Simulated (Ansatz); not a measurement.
Take the following structure.

```
Ta N
1.0
     3.10114    0.00000    0.00000
    -1.55057    2.68567    0.00000
     0.00000    0.00000   11.26378
Ta N
4 2
Direct
  0.33333 0.66667 0.67273
  0.33333 0.66667 0.10615
  0.66667 0.33333 0.32727
  0.66667 0.33333 0.89385
  0.00000 0.00000 0.21671
  0.00000 0.00000 0.78329
```

Question: What does this file describe?

Answer: Chemical formula Ta2N. Space group P-3m1 (No. 164), lattice primitive hexagonal. Cell content 4 Ta, 2 N; Z = 2.

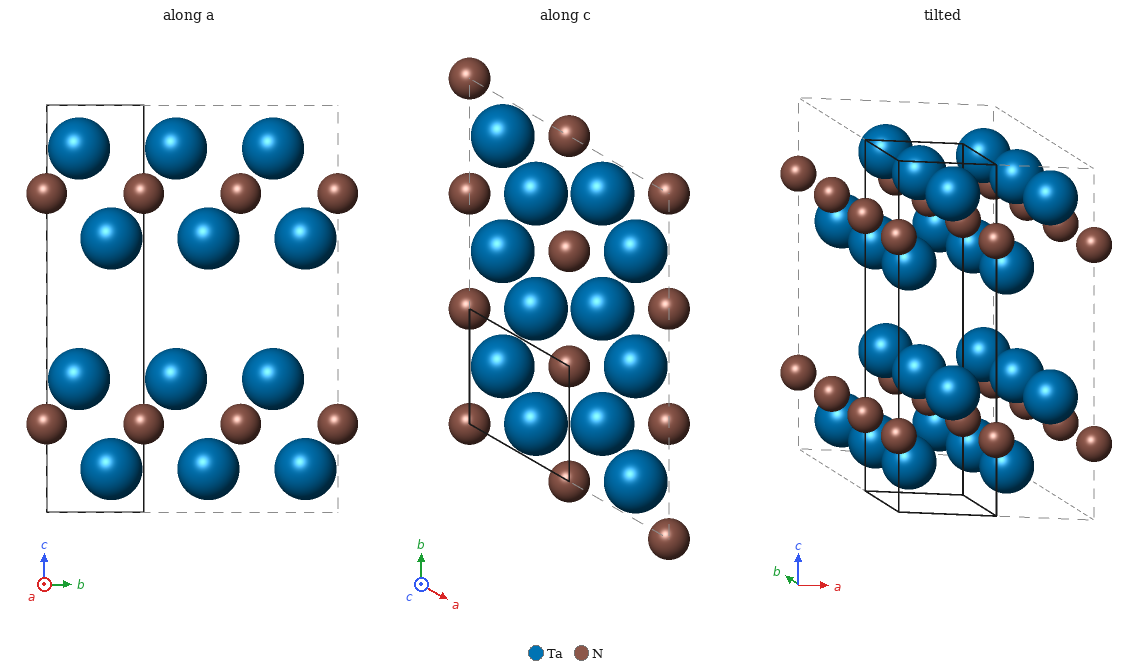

Spheres-only model, viewed along the a axis, along the c axis and slightly off an axis. A 2×3×1 array of cells is drawn; the conventional unit cell has the solid edges.

Starting structure: a structure listed in the Materials Project. The cell was then strained or its atoms displaced on purpose. It was run through Ansatz as a DFT input.

At this level of theory the run's own cell isn't at rest (stretched, at -7 GPa and forces up to 0.8 eV/Å), so its distances can differ from those at equilibrium, the more so the softer the solid.
